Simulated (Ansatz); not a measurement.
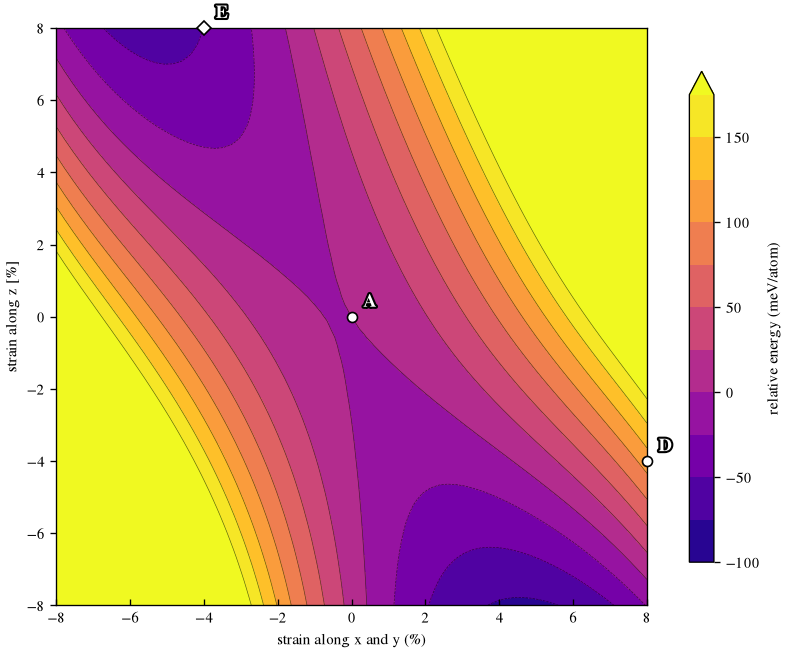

Ta (Fm-3m, No. 225; 1 atom in the cell). 
- The cell is strained homogeneously, by one strain along x and y and another along z, with fractional coordinates fixed (x, y and z along the cube axes).
- First axis: strain along x and y. Second axis: strain along z.
- The grid has 5 × 5 points.
- All energies are given in meV/atom relative to the unstrained cell.
- The reference cell is the one listed in the database, not relaxed at this level.
- The calculation used DFT r2SCAN, scalar-relativistic, plane waves, PAW in Ansatz. Settings: cutoff 500 eV, k-mesh 20×20×20, gaussian smearing 0.15 eV, no spin polarisation.

Drawn: filled contours, one colour for all values above the top of the scale, lettered points. Between grid points the surface is interpolated.

Q: Rank the lettered points by energy, lowest first.

A: E (−50 meV/atom), A (0 meV/atom), D (112 meV/atom).
